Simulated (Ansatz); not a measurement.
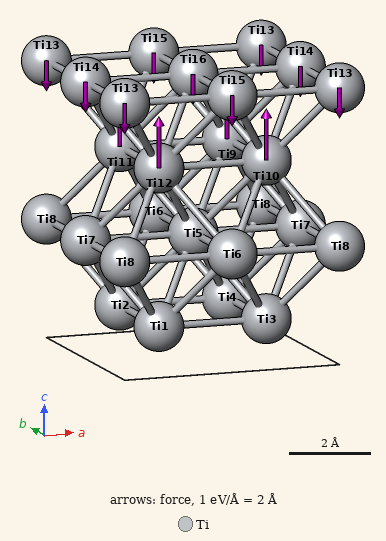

Starting geometry of a slab of composition Ti (cut from the Fm-3m phase) with the computed forces as purple arrows. Style: ball-and-stick. Shown: the cell of the calculation, outlined in the plane, without the vacuum, slightly off an axis.

Case: clean slab, lower half held. The slab is the (1 0 0) face of Ti. 8 atoms are held fixed.

Method: DFT PBE+D3(BJ), scalar-relativistic, plane waves, PAW in Ansatz 0.2.0.

Input file:
```yaml
crystal:
  lattice:
    - [5.7102790035, 0.0, 0.0]
    - [0.0, 5.7102790035, 0.0]
    - [0.0, 0.0, 23.0566655087]
  atoms:
    - { symbol: Ti, position: [0.25, 0.25, 0.3686569507] }
    - { symbol: Ti, position: [0.25, 0.75, 0.3686569507] }
    - { symbol: Ti, position: [0.75, 0.25, 0.3686569507] }
    - { symbol: Ti, position: [0.75, 0.75, 0.3686569507] }
    - { symbol: Ti, position: [0.5, 0.5, 0.4562189836] }
    - { symbol: Ti, position: [0.5, 0.0, 0.4562189836] }
    - { symbol: Ti, position: [0.0, 0.5, 0.4562189836] }
    - { symbol: Ti, position: [0.0, 0.0, 0.4562189836] }
    - { symbol: Ti, position: [0.75, 0.75, 0.5437810164] }
    - { symbol: Ti, position: [0.75, 0.25, 0.5437810164] }
    - { symbol: Ti, position: [0.25, 0.75, 0.5437810164] }
    - { symbol: Ti, position: [0.25, 0.25, 0.5437810164] }
    - { symbol: Ti, position: [0.0, 0.0, 0.6313430493] }
    - { symbol: Ti, position: [0.0, 0.5, 0.6313430493] }
    - { symbol: Ti, position: [0.5, 0.0, 0.6313430493] }
    - { symbol: Ti, position: [0.5, 0.5, 0.6313430493] }
basis:
  ecutwfc: 420
kpoints:
  mp_grid: { grid: [5, 5, 1] }
hamiltonian:
  xc: pbe
  dispersion: d3bj
scf:
  occupations: { method: gaussian, width: 0.1 }
output:
  forces: true
  eigenvalues: true
  write_density: true
  write_potential: true
  elf: true
  volumetric_format: npy
relax:
  adjacent_minimum: "off"
  f_tol: 0.03
  max_steps: 70
  constraints: [{ sites: [0, 1, 2, 3, 4, 5, 6, 7] }]
efield:
  axis: 3
  dipole_correction: true
  ramp_width: 0.04
```

Command:
```bash
ansatz run input.yaml --threads 4 --pin off --max-ram 10240MiB --backend cpu --events-out ev --progress --plain --runs-dir out
```

Q: Is this structure relaxed? If not, where do the atoms go?

A: It isn't relaxed: the largest force vector, on Ti atoms, is 0.66 eV/Å. The final displacements follow the starting forces only in part (cosine between the two patterns 0.78). The largest moves, 0.13 Å, are those of Ti9, Ti10, Ti11 and Ti12. Ti9 goes along the normal (+c). The cell doesn't change. Some distances before and after: Ti5–Ti10 2.855 → 2.947 Å, Ti10–Ti13 2.855 → 2.779 Å. Over 3 geometry steps the energy falls by 0.147 eV per cell of the calculation. Largest force component: 0.66 eV/Å at the start, 0.007 eV/Å at the end.
